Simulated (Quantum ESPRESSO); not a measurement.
# NaF (Villiaumite): the LO frequency by hand

Aim: work out the LO frequency and the static dielectric constant of NaF (Villiaumite) from one linear-response run, then check them.

Main program and level: Quantum ESPRESSO 7.5; DFT LDA, scalar-relativistic, plane waves, PseudoDojo norm-conserving pseudopotentials.

The database entry behind the starting cell differs from later determinations by our own check (0.1 to 0.3 % short, probably kX units), so it need not match the best structure at ambient conditions.

## 1. The relaxed structure

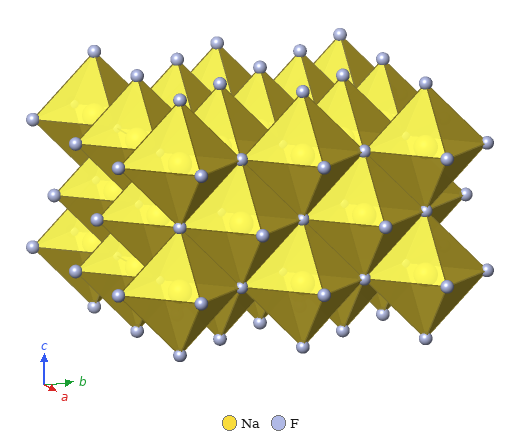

The starting structure, seen slightly off an axis (sodium yellow, fluorine light blue). 2×2×1 cells are drawn. This picture shows the conventional cell, with its axes. Some periodic images of atoms are drawn too.

This is the cell after its relaxation at this level of theory, not the database cell from which that began.

## 2. What the response run gave

A linear-response run on the relaxed cell, with the response to an electric field; only its zone-centre results are used. Cutoff 88 Ry, k mesh 8×8×8.

Log:

```text
[banners, grids, parts of the stress and lines that vanish by symmetry left out]
Program PHONON v.7.5
     Reading xml data from directory:

[...]
Exchange-correlation= PW
                           (   1   4   0   0   0   0   0)
[...]
kinetic-energy cut-off    =      88.0000  Ry
     charge density cut-off    =     352.0000  Ry
     convergence threshold     =      1.0E-18
[...]
Exchange-correlation= PW
                           (   1   4   0   0   0   0   0)
[...]
q = (   0.0000000   0.0000000   0.0000000 )
     49 Sym.Ops. (with q -> -q+G )
     G cutoff =  322.7360  (  17153 G-vectors)     FFT grid: ( 36, 36, 36)
     number of k points=    29
[...]
Mode symmetry, O_h (m-3m)  point group:
[...]
Dielectric constant
[...]
End of electric fields calculation
          Dielectric constant in cartesian axis
          (       1.930607847      -0.000000000      -0.000000000 )
          (      -0.000000000       1.930607847      -0.000000000 )
          (      -0.000000000      -0.000000000       1.930607847 )
          Effective charges (d Force / dE) in cartesian axis without acoustic sum rule applied (asr)
           atom    1  Na    Mean Z*:        0.99910
      Ex  (        0.99910        0.00000       -0.00000 )
      Ey  (        0.00000        0.99910       -0.00000 )
      Ez  (       -0.00000       -0.00000        0.99910 )
           atom    2  F     Mean Z*:       -0.99841
      Ex  (       -0.99841        0.00000       -0.00000 )
      Ey  (        0.00000       -0.99841       -0.00000 )
      Ez  (       -0.00000       -0.00000       -0.99841 )
          Effective charges Sum: Mean:        0.00069
[...]
Effective charges (d Force / dE) in cartesian axis with asr applied:
           atom    1  Na    Mean Z*:        0.99875
[...]
atom    2  F     Mean Z*:       -0.99875
[...]
Representation #   1 modes #   1   2   3
[...]
End of self-consistent calculation
     Convergence has been achieved
     Representation #   2 modes #   4   5   6
[...]
End of self-consistent calculation
     Convergence has been achieved
[...]
Dielectric constant in cartesian axis
          (       1.930607847      -0.000000000      -0.000000000 )
          (      -0.000000000       1.930607847      -0.000000000 )
          (      -0.000000000      -0.000000000       1.930607847 )
          Effective charges (d Force / dE) in cartesian axis without acoustic sum rule applied (asr)
           atom    1  Na    Mean Z*:        0.99910
      Ex  (        0.99910        0.00000       -0.00000 )
      Ey  (        0.00000        0.99910       -0.00000 )
      Ez  (       -0.00000       -0.00000        0.99910 )
           atom    2  F     Mean Z*:       -0.99841
      Ex  (       -0.99841        0.00000       -0.00000 )
      Ey  (        0.00000       -0.99841       -0.00000 )
      Ez  (       -0.00000       -0.00000       -0.99841 )
          Effective charges Sum: Mean:        0.00069
[...]
Effective charges (d Force / dE) in cartesian axis with asr applied:
           atom    1  Na    Mean Z*:        0.99875
[...]
atom    2  F     Mean Z*:       -0.99875
[...]
q = (    0.000000000   0.000000000   0.000000000 )
[...]
freq (    1) =       0.191278 [THz] =       6.380357 [cm-1]
     freq (    2) =       0.191278 [THz] =       6.380357 [cm-1]
     freq (    3) =       0.191278 [THz] =       6.380357 [cm-1]
     freq (    4) =       8.273752 [THz] =     275.982644 [cm-1]
     freq (    5) =       8.273752 [THz] =     275.982644 [cm-1]
     freq (    6) =       8.273752 [THz] =     275.982644 [cm-1]
[...]
Mode symmetry, O_h (m-3m)  point group:
     freq (   1-   3) =          6.4  [cm-1]   --> T_1u G_15  G_4- I
     freq (   4-   6) =        276.0  [cm-1]   --> T_1u G_15  G_4- I

   JOB DONE.
```

```
                       quantity   value
             cell volume Ω (Å³)  22.818
                 mass of Na (u)  22.990
                  mass of F (u)  18.998
     Born charge of Na, raw (e)   0.999
      Born charge of F, raw (e)  -0.998
                             ε∞   1.931
ω(TO) after the sum rule (cm⁻¹)   275.9
```

## 3. The calculation

The charges must sum to zero over the cell; taking off their mean, 0.000 e, leaves Z* = 0.999 e on Na. In the polar mode Na moves against F, so the reduced mass is μ = 22.99 × 19.00 / 41.99 = 10.402 u.

A longitudinal wave builds up a field that adds to the restoring force: ω(LO)² = ω(TO)² + 4π Z*² / (μ Ω ε∞), in Hartree atomic units. With μ = 18962 electron masses and Ω = 153.99 bohr³ the second term is 2.2236e-06 Ha², or 107111 cm⁻² (1 Ha = 219474.6 cm⁻¹).

So ω(LO) = √(76137 + 107111) = 428.1 cm⁻¹, and by the Lyddane-Sachs-Teller relation ε₀ = ε∞ (ω(LO)/ω(TO))² = 4.65.

## 4. Check against the program

The analysis program adds the same non-analytic term to the full matrix, here for q along (1 0 0).

Log:

```text
[banner, memory and clock lines left out]
Program DYNMAT v.7.5

     Reading Dynamical Matrix from file g.dyn
     ...Force constants read
     ...epsilon and Z* read

     Polarizability (A^3 units)
     multiply by 0.763241 for Clausius-Mossotti correction
         1.689826   -0.000000   -0.000000
        -0.000000    1.689826   -0.000000
        -0.000000   -0.000000    1.689826

     IR activities are in (D/A)^2/amu units

# mode   [cm-1]    [THz]      IR
    1      0.00    0.0000    0.0000
    2      0.00    0.0000    0.0000
    3      0.00    0.0000    0.0000
    4    275.93    8.2721    2.2124
    5    275.93    8.2721    2.2124
    6    428.07   12.8333    2.2124
```

ε₀ comes from the program's run without a direction of q.

```
    quantity  by hand  program
ω(LO) (cm⁻¹)    428.1    428.1
          ε₀     4.65     4.65
```

## 5. What came out

| Quantity | Value |
| --- | --- |
| TO mode | 275.9 cm⁻¹ |
| LO mode | 428.1 cm⁻¹ |
| static dielectric constant | 4.647 |

In words: The LO mode of NaF (Villiaumite) lies at 428 cm⁻¹, 152 cm⁻¹ above the TO mode; the formula meets the program within 0.1 cm⁻¹, as it must for a cubic crystal with one polar mode. ω(LO)² − ω(TO)² goes with Z*²/ε∞: an error of 5 % in ε∞ would move the LO mode by 6.0 cm⁻¹, and semilocal functionals tend to overestimate ε∞. These are harmonic values at zero temperature, at the volume of this functional, for the structure held cubic; stability elsewhere in the zone is no part of this calculation.

[Host names and launcher messages were left out of these logs when they were recorded.]

[Logs are printed without paths, hosts, clocks, repeated set-up lines and the standing remarks that a program may print on its own settings, such as how far it seeks lower states.]

[Hosts, paths, dates, database ids (printed as entryN), source tags and the programs' standing remarks are cut or masked in the printed files.]
